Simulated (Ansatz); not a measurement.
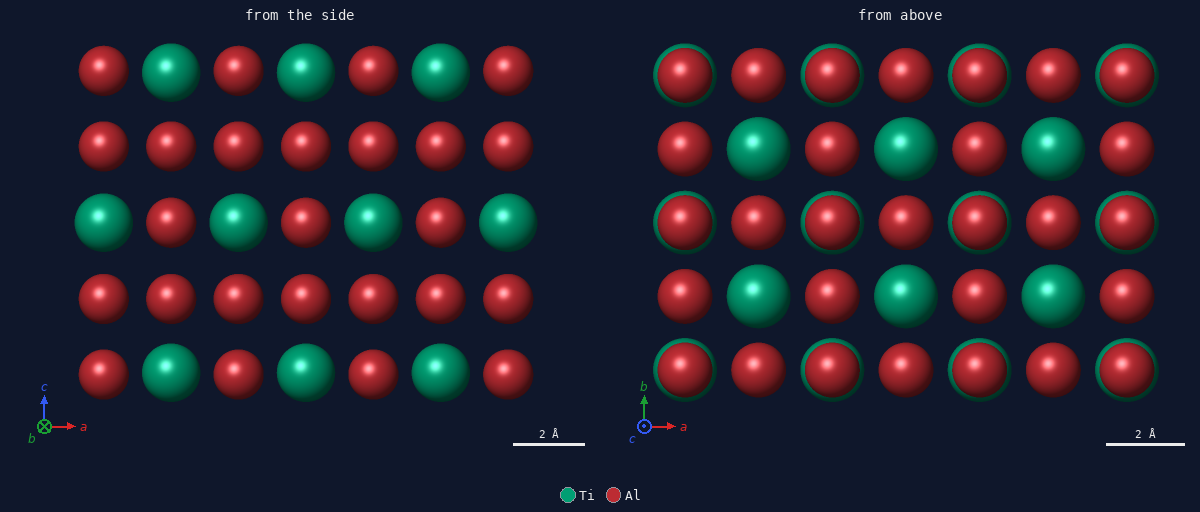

A spheres-only picture of a periodic slab, seen from the side and from above. The surface normal points up in side views; the vacuum is left out. 3×2 cells are drawn in the plane, with atoms at the edges repeated.

The cell holds 3 Ti, 7 Al. The slab was cut from bulk TiAl3 (I4/mmm).

> Which elements lie outermost on each side?

The top face ends in Al and Ti, the bottom face in Al and Ti. The two faces are alike.

> How far does the slab extend along the normal?

About 9 Å from the lowest to the highest atom.

> What is the order of the atomic planes, starting from the top?

Five planes: TiAl / Al / TiAl / Al / TiAl.

> Give the Miller indices of the face.

(0 0 1).

Starting structure: a structure listed in the Materials Project, from which a slab was cut. The atoms were relaxed in a fixed cell with DFT r2SCAN, scalar-relativistic, plane waves, PAW in Ansatz 0.2.0.
